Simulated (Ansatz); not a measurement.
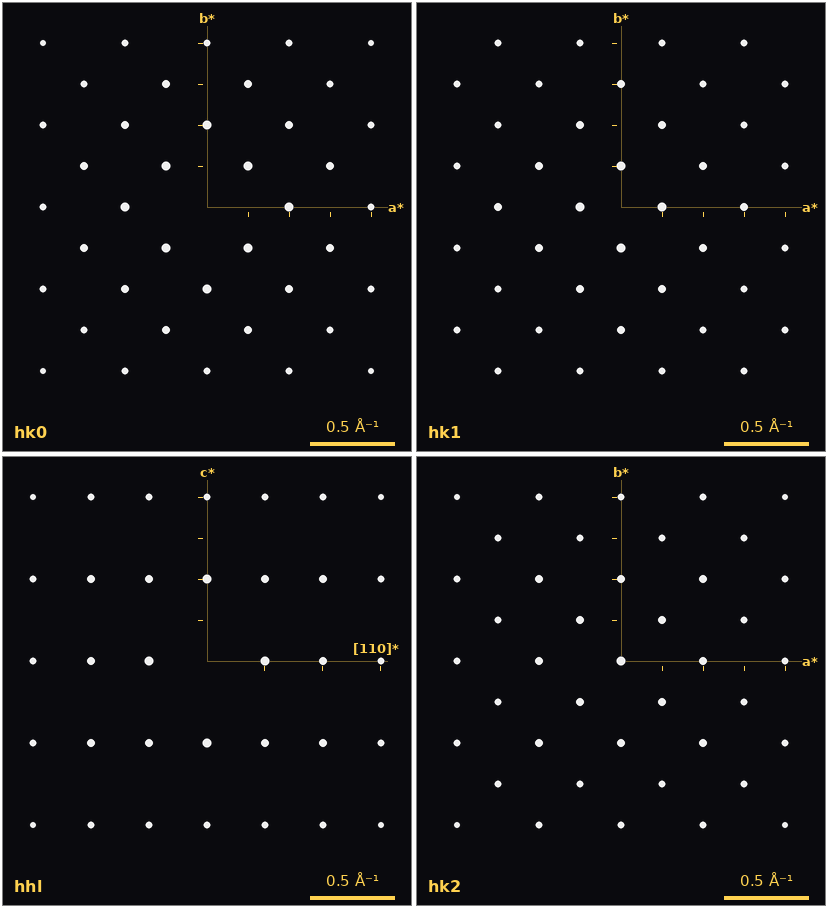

Four undistorted layers of reciprocal space, calculated for a single crystal (X-rays, kinematic |F|², B = 0.5 Å²). Tick marks count the reciprocal lattice steps of the conventional cell along each axis.

Read the reciprocal cell and give the direct cell.

Answer. a* = 0.244, b* = 0.244, c* = 0.244 Å⁻¹; the cell is cubic with a = 4.10 Å.

Which reflection conditions do the layers show?

Answer. Reflections are present only under these conditions. hkl: h + k + l = 2n; hk0: h + k = 2n; hhl: l = 2n; h00: h = 2n. The lattice is body-centred (I).

Which space groups fit?

Answer. The intensities have Laue symmetry m-3m (the hk0 layer shows 4mm, hk1 shows 4mm). With these conditions the candidates are I432 (No. 211), I-43m (No. 217), Im-3m (No. 229). Diffraction geometry alone does not choose among them; the structure has Im-3m. The compound is Ho. Structure: the input geometry of an electronic-structure calculation (not necessarily at equilibrium); the starting structure was generated, so it need not be a known form of this composition.
